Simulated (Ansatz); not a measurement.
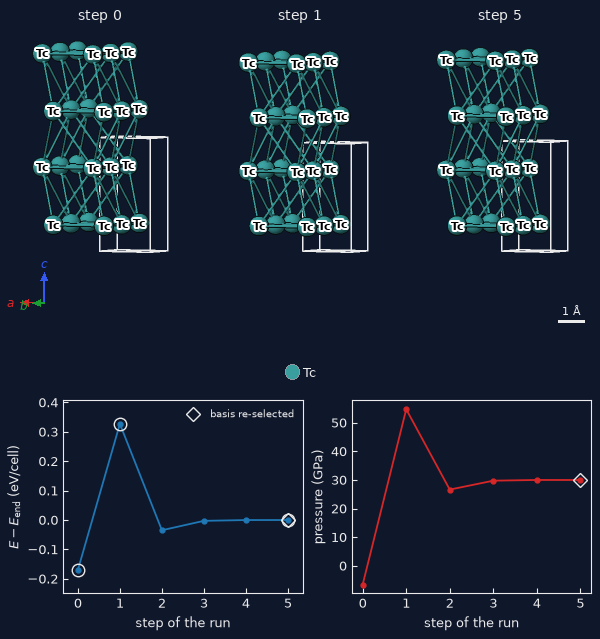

Frames of a relaxation of crystalline Tc (set up in P6_3/mmc), marked on the history of the run. The picture is a ball-and-stick view of the cell of the calculation, repeated 2 × 3 × 2 with one cell outlined, seen from a free direction.

The run lets cell and atoms move.

The calculation used Kohn-Sham DFT of a periodic cell, PBEsol, Ansatz PAW (Ansatz).

Input file:
```yaml
crystal:
  lattice:
    - [2.74, 0.0, 0.0]
    - [-1.37, 2.3729096064, 0.0]
    - [0.0, 0.0, 4.398]
  atoms:
    - { symbol: Tc, position: [0.6666666667, 0.3333333333, 0.75] }
    - { symbol: Tc, position: [0.3333333333, 0.6666666667, 0.25] }
hamiltonian:
  xc: pbesol
  pseudopotentials: { kind: paw }
kpoints:
  mp_grid: { grid: [11, 11, 6] }
scf:
  occupations: { method: fermi_dirac, width: 0.05 }
output:
  forces: true
  stress: true
  eigenvalues: true
relax:
  f_tol: 0.01
  max_steps: 40
  cell: { stress_tol: 0.05, p_target: 30.0 }
```

Run as
```bash
ansatz run input.yaml --threads 2 --pin off --max-ram 5632MiB --backend cpu --events-out ev --progress --plain --runs-dir out
```

**What happens along the run?**

Over 4 accepted moves (5 points after the start) the energy rises by 0.170 eV per cell of the calculation. With the target pressure of 30 GPa, the enthalpy E + pV changes by −0.332 eV per cell of the calculation. All forces vanish by symmetry, so only the cell relaxes. Pressure: −6.56 GPa at the start and 29.99 GPa at the end. At 1 point the geometry stayed and the basis and grid were re-selected for the new cell (energy shift of 0.1 meV per cell of the calculation at most each time). The atoms keep their places relative to the cell (all moves are under 0.005 Å). The drawn cell changes as follows: a = b 2.740 → 2.652 Å (−3.2 %), c 4.398 → 4.254 Å (−3.3 %); the volume changes by −9.4 %. Near-neighbour distances that change, for instance: Tc–Tc 2.709 → 2.621 Å, Tc–Tc 2.740 → 2.652 Å. The space group stays P6_3/mmc (No. 194). Cost: 6.7 s on 2 threads of Arm Neoverse V2, with other jobs on the host, peak memory 0.32 GiB. From step 0 to 1: volume −13.8 %, energy +0.497 eV per cell of the calculation. From step 1 to 5: volume +5.1 %, energy −0.327 eV per cell of the calculation.

```
step  E − E(0), meV/atom  pressure, GPa  volume, Å³/atom                      note
   0                0.00          -6.56           14.297                          
   1              248.55          54.72           12.330                          
   2               67.54          26.64           13.055                          
   3               83.57          29.75           12.964                          
   4               84.90          30.00           12.956                          
   5               84.95          29.99           12.956  same geometry, new basis
```
